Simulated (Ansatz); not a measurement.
**Run report: GaN, Wannier-function calculation (part 1 of 2)**

The run: Wannier-function calculation of GaN (P6₃mc, 4 atoms in the cell). Method and program: maximally localised Wannier functions of HSE06 bands, plane waves, PAW, no spin polarisation (Ansatz 0.2.0).

The structure derives from an entry of the Crystallography Open Database. The geometry comes from this level: r2SCAN. It belongs to a series of runs on one base structure; here: anion s p. Figures and captions count atoms from 1; the log counts them from 0 in places.

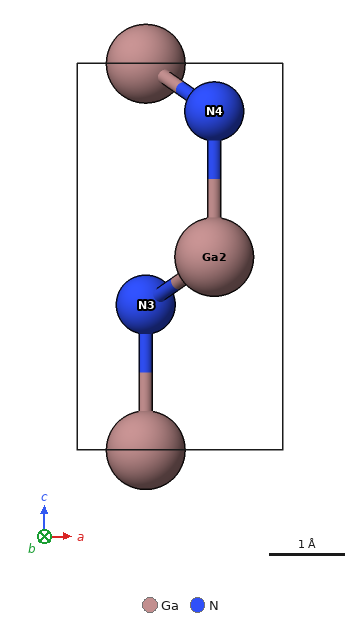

*The structure as given in the input (ball-and-stick view of the cell of the calculation, along the b axis; atoms are numbered from 1 in the order of the input). An atom can appear more than once, as a periodic image.*

Near neighbours in the periodic cell (some may lie outside the picture): Ga has 4 N at 1.95 Å; N has 4 Ga at 1.95 Å.

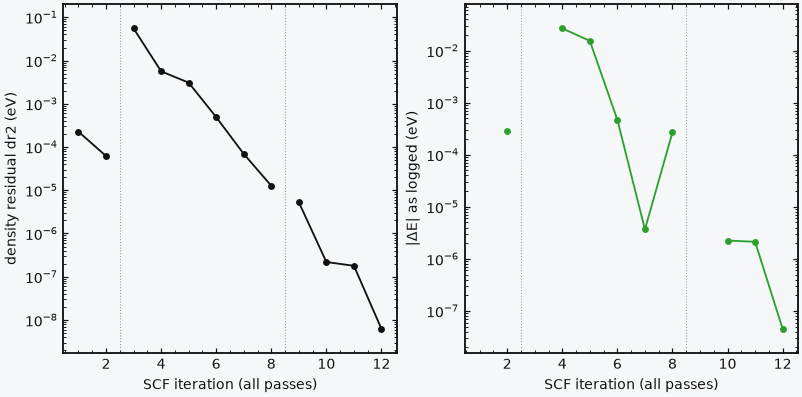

*Convergence of the self-consistent field: density residual dr2 and size of the energy change against the SCF iteration. The run starts with a semilocal functional; after that each stretch between dotted lines is one SCF of the hybrid functional between two exact rebuilds of the exchange operator by the outer loop. Early passes are stopped at a loose threshold.*

The passes take 2, 6 and 4 iterations.

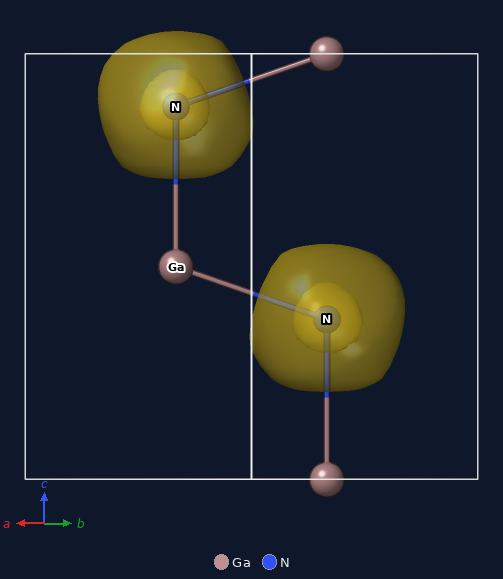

*Isosurface of the electron localisation function at 0.65 (yellow), seen along [110]. Only the valence region is drawn (cores and ρ < 0.01 e/Å³ removed). Sticks mark near contacts. The outline is the cell set on symmetry axes.*

Along the contacts the grid gives the following. Ga–N (1.95 Å): the ELF is about 0.50 at the midpoint. In a PAW calculation such maps are meaningful between the atoms, not at the nuclei.

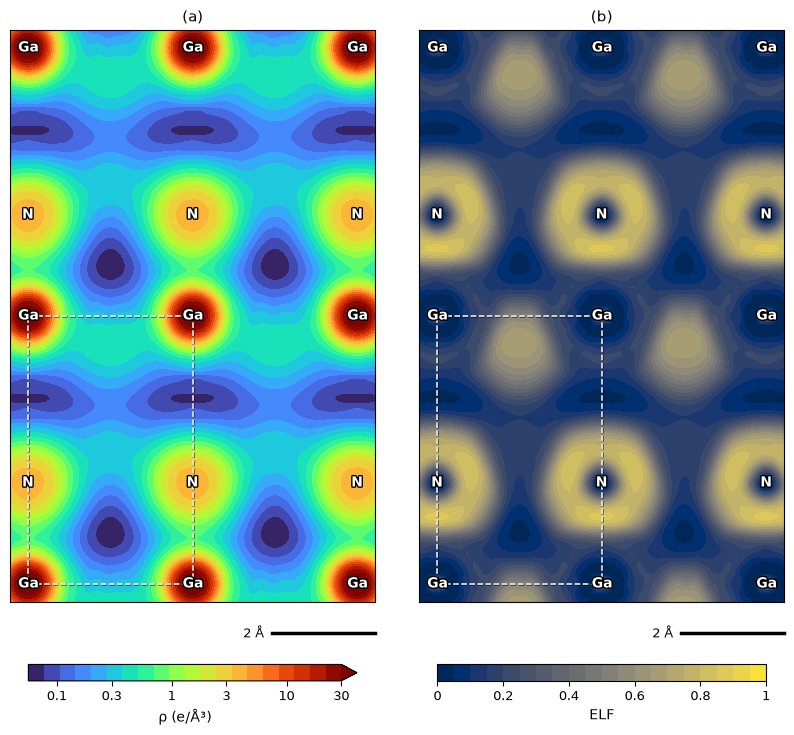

*(a) valence pseudo-density; (b) ELF on the (100) plane of the conventional cell.*

The section cuts through Ga and N sites. Ga–N (1.95 Å): the density is about 0.76 e/Å³ at the midpoint; the ELF is about 0.50 at the midpoint. Away from the nuclei the density in this plane falls to 0.06 e/Å³ at its lowest.

The input and output of the run follow.

Input file:
```yaml
crystal:
  lattice:
    - [3.1831495813, 0.0, 0.0]
    - [-1.5915747906, 2.7566884014, 0.0]
    - [0.0, 0.0, 5.1836255286]
  atoms:
    - { symbol: Ga, position: [0.3333333333, 0.6666666667, -0.0008868509] }
    - { symbol: Ga, position: [0.6666666667, 0.3333333333, 0.4991131491] }
    - { symbol: "N", position: [0.3333333333, 0.6666666667, 0.3758868509] }
    - { symbol: "N", position: [0.6666666667, 0.3333333333, 0.8758868509] }
kpoints:
  mp_grid: { grid: [6, 6, 4] }
  band_path:
    path:
      - [0.0, 0.0, 0.0]
      - [0.5, 0.0, 0.0]
      - [0.3333333333, 0.3333333333, 0.0]
      - [0.0, 0.0, 0.5]
      - [0.5, 0.0, 0.5]
      - [0.3333333333, 0.3333333333, 0.5]
    npoints: 1
hamiltonian:
  xc: hse06
scf:
  occupations: { method: fixed }
  n_extra_bands: 6
output:
  forces: false
  stress: false
  eigenvalues: true
  wannier:
    kmesh: [6, 6, 4]
    projections: [{ species: "N", l: s, shell: 2 }, { species: "N", l: p, shell: 2 }]
    minimise: true
    write_hr: true
    conv_tol: 1.0e-08
    max_iter: 3000
  write_density: true
  write_potential: true
  elf: true
  volumetric_format: npy
```

File wannier.win:
```
! ansatz wannier90 interface
! projections by site (counted from 0) and shell: 2 2S, 3 2S, 2 2P, 3 2P
! states of the run's bands (counted from 1): 1-2, 13-18
! their least projectability: 0.2943
num_bands = 8
num_wann  = 8
num_iter  = 2000
conv_tol = 1e-8
conv_window = 5
guiding_centres = true
write_hr = true

begin unit_cell_cart
Ang
        3.183149581270209  -2.8867611590191926e-11                      0.0
      -1.5915747906101048        2.756688401440233                      0.0
                      0.0                      0.0             5.1836255286
end unit_cell_cart

begin atoms_frac
Ga        0.3333333333333333       0.6666666666666666            -0.0008868509
Ga        0.6666666666666666       0.3333333333333333             0.4991131491
N         0.3333333333333333       0.6666666666666666             0.3758868509
N         0.6666666666666666       0.3333333333333333             0.8758868509
end atoms_frac

mp_grid = 6 6 4
```

Command:
```bash
ansatz run input.yaml --threads 4 --pin off --max-ram 3686MiB --backend cpu --events-out ev --progress --plain --runs-dir out
```

Output:
```
scf.n_extra_bands = 6 over 18 filled bands (N_el = 36.0): the run solves 24 bands
Engine: ansatz 0.2.0, aarch64-unknown-linux-gnu
Pseudopotentials: kind: paw
Pseudopotential: Ga, paw, valence charge 13, recommended cutoff 420 eV (normal), Ga.paw.azcp
Pseudopotential: N, paw, valence charge 5, recommended cutoff 420 eV (normal), N.paw.azcp
Functional definition: HSE06
  parameter a = 0.25
  parameter omega = 0.11/bohr
  exchange = pbe_x - a*pbe_x_sr(omega) + a*exact_x_sr(omega)
  correlation = pbe_c
davidson cushion auto → on  (no smearing: the cushion is to keep the highest requested band from converging to the state above it; pin scf.eigensolver.cushion to override)
Crystal: 4 atoms, lattice volume = 45.486 Å³
Basis set: ecut = 420 eV, 893 PW (Γ)
Bands: 24, of which v1, the nominal top of the filled ones, is band 18 counted from 1 (17 counted from 0)
Symmetry: 12 space group operations
Space group: P63mc (ITA 186), of the structure as read, at distance tolerance 3.6e-5 Å
k-points: 21 of 144 (time reversal used)
Non-local potential: Ga, projectors of the file, l = 0: 2, l = 1: 2, l = 2: 3, l = 3: 1
Non-local potential: N, projectors of the file, l = 0: 2, l = 1: 2, l = 2: 1
PAW form: soft (Blöchl's): semilocal exchange-correlation on the pseudo side does not see the compensation charge
PAW frozen core: Ga, regenerated for the run's functional, and the local potential with it (the file was generated under x = pbe(κ = 0.804, μ = 0.2195149727645171), c = pbe(β = 0.06672455060314922))
PAW frozen core: N, regenerated for the run's functional, and the local potential with it (the file was generated under x = pbe(κ = 0.804, μ = 0.2195149727645171), c = pbe(β = 0.06672455060314922))
PAW one-centre angular grid: Ga, 590 points (default); XC on 64 Gauss nodes
PAW one-centre angular grid: N, 110 points (default); XC on 64 Gauss nodes
Initial density: superposition of atomic densities (neutral atoms: chi_scale 0, normalization atom), corrected by the library's trained network
Initial wavefunctions: pseudopotential atomic-orbital guess
Functional: x = pbe(κ = 0.804, μ = 0.2195149727645171), c = pbe(β = 0.06672455060314922), warm-up for x = pbe(κ = 0.804, μ = 0.2195149727645171) + 0.25 (exact − pbe) at short range (hse, ω = 0.20786987370883472 Å⁻¹), c = pbe(β = 0.06672455060314922); HSE06 as pw.x's `hse` composes it (authors' and Libxc's form: `xc: wpbeh`)
SCF iter   1: F=—  HF=-8335.812154 eV  |F-HF|=—  |Δ(HF+E_count)|=         —  Δρ=9.23e-4  dr2=2.26e-4  ethr=1.77e-3  ⟨swp⟩=2.2  Hψ=3433  notcnv=0
preconditioner: auto → none  [insulator: Δε(μ)=1.928 eV  Ē_g=17.724 eV  n_scr=22 (ndim 8)  ℏωp=33.0 eV  f_vac=0.009]
SCF iter   2: F=-8335.812495 eV  HF=-8335.812439 eV  |F-HF|=5.69e-5  |Δ(HF+E_count)|=   2.85e-4  Δρ=4.61e-4  dr2=6.19e-5  ethr=6.29e-7  ⟨swp⟩=4.9  Hψ=1901  notcnv=0
SCF 1 stopped early in 2 iterations: F = -8335.812495 eV  dr2 = 6.19e-5
  greatest PAW one-centre occupation: 0.995 electrons in one spin orbital (limit 2), on the Ga atom at site 1 (counted from 0), in its partial waves of l = 2
Initial density: handed on by an earlier stage of this run
Initial wavefunctions: those handed on with the density
Functional: x = pbe(κ = 0.804, μ = 0.2195149727645171) + 0.25 (exact − pbe) at short range (hse, ω = 0.20786987370883472 Å⁻¹), c = pbe(β = 0.06672455060314922); HSE06 as pw.x's `hse` composes it (authors' and Libxc's form: `xc: wpbeh`)
Exchange kernel: α = 0.2500, screened, ω = 0.2079 Å⁻¹, Wigner–Seitz truncation, v(0) = 1044.1396 eV·Å³, q-mesh 6×6×4, nearest image of the exchange supercell L = 19.10 Å, pair-density grid 18×18×30, without the augmentation charges, whose exchange is taken in its separable form by FFT convolution over the k-point mesh (sized by the pseudopotential files, 20×20×36 at the most), smooth part of the exact exchange by density-matrix convolution
Frozen-core exchange: fock
SCF iter   1: F=—  HF=-8336.831727 eV  |F-HF|=—  |Δ(HF+E_count)|=         —  Δρ=1.75e-2  dr2=5.53e-2  ethr=1.72e-6  ⟨swp⟩=6.6  Hψ=2665  notcnv=0
preconditioner: auto → none  [insulator: Δε(μ)=3.150 eV  Ē_g=20.881 eV  n_scr=22 (ndim 8)  ℏωp=33.0 eV  f_vac=0.009]
SCF iter   2: F=—  HF=-8336.805007 eV  |F-HF|=—  |Δ(HF+E_count)|=   2.67e-2  Δρ=4.32e-3  dr2=5.63e-3  ethr=1.72e-6  ⟨swp⟩=4.0  Hψ=2121  notcnv=0
SCF iter   3: F=—  HF=-8336.820366 eV  |F-HF|=—  |Δ(HF+E_count)|=   1.54e-2  Δρ=4.32e-3  dr2=3.08e-3  ethr=1.72e-6  ⟨swp⟩=4.0  Hψ=2095  notcnv=0
SCF iter   4: F=—  HF=-8336.819898 eV  |F-HF|=—  |Δ(HF+E_count)|=   4.68e-4  Δρ=1.44e-3  dr2=4.91e-4  ethr=1.72e-6  ⟨swp⟩=3.0  Hψ=1373  notcnv=0
SCF iter   5: F=—  HF=-8336.819901 eV  |F-HF|=—  |Δ(HF+E_count)|=   3.68e-6  Δρ=3.45e-4  dr2=6.93e-5  ethr=8.52e-7  ⟨swp⟩=3.0  Hψ=1293  notcnv=0
SCF iter   6: F=-8336.820148 eV  HF=-8336.820171 eV  |F-HF|=2.30e-5  |Δ(HF+E_count)|=   2.70e-4  Δρ=2.62e-4  dr2=1.27e-5  ethr=1.34e-7  ⟨swp⟩=4.0  Hψ=1753  notcnv=0
SCF 2 stopped early in 6 iterations: F = -8336.820148 eV  dr2 = 1.27e-5
  greatest PAW one-centre occupation: 0.996 electrons in one spin orbital (limit 2), on the Ga atom at site 0 (counted from 0), in its partial waves of l = 2
hybrid outer 1: dexx = +1.769e-2 eV, tail = 1.12e-4 eV
Exchange kernel: α = 0.2500, screened, ω = 0.2079 Å⁻¹, Wigner–Seitz truncation, v(0) = 1044.1396 eV·Å³, q-mesh 6×6×4, nearest image of the exchange supercell L = 19.10 Å, pair-density grid 18×18×30, without the augmentation charges, whose exchange is taken in its separable form by FFT convolution over the k-point mesh (sized by the pseudopotential files, 20×20×36 at the most), smooth part of the exact exchange by density-matrix convolution
Frozen-core exchange: fock
```
